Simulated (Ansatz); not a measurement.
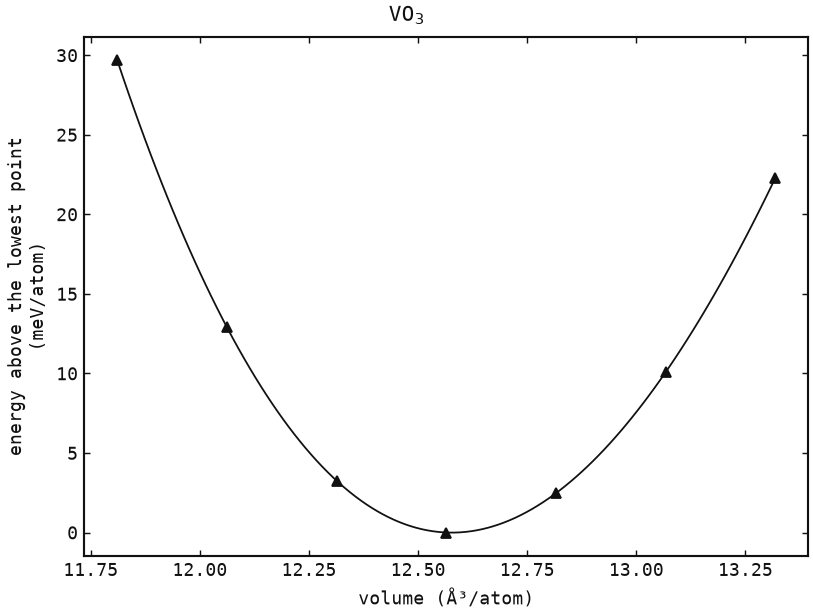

Plotted: energy above the lowest point against volume for VO₃, space group Pm-3m (No. 221) (one of a set of cubic test structures, which need not be the stable phase).

Calculation (Ansatz 0.2.0 development build): equation of state of a cubic crystal from periodic Kohn-Sham density functional theory without spin, third-order Birch-Murnaghan fit to the free energies; pressure corrected for the finite basis. Level: PBE.

- structure type: ReO3
- atoms in cell: 4
- space group number: 221
- lattice centring: simple cubic
- k mesh: 29×29×29
- occupation method: Fermi–Dirac
- occupation width: 0.06123 eV
- wave cutoff: 420 eV
- datasets: soft-1 PAW
- density tolerance: 1e−07 eV
- bands: 20
- density cutoff ratio: 4
- search for lower states: default

From this curve and the settings, what does the calculation give for the pressure at the same points?

The pressure falls from 13.1 GPa at volume 11.81 Å³/atom to −9.1 GPa at 13.32 Å³/atom, and changes sign near 12.58 Å³/atom.

```csv
volume (Å³/atom),pressure (GPa)
11.81,13.1
12.06,8.3
12.31,4.0
12.56,0.2
12.82,-3.3
13.07,-6.4
13.32,-9.1
```

Limits of the calculation: cubic model structure, not the ambient form; no spin polarisation, a magnetic state may lie lower.
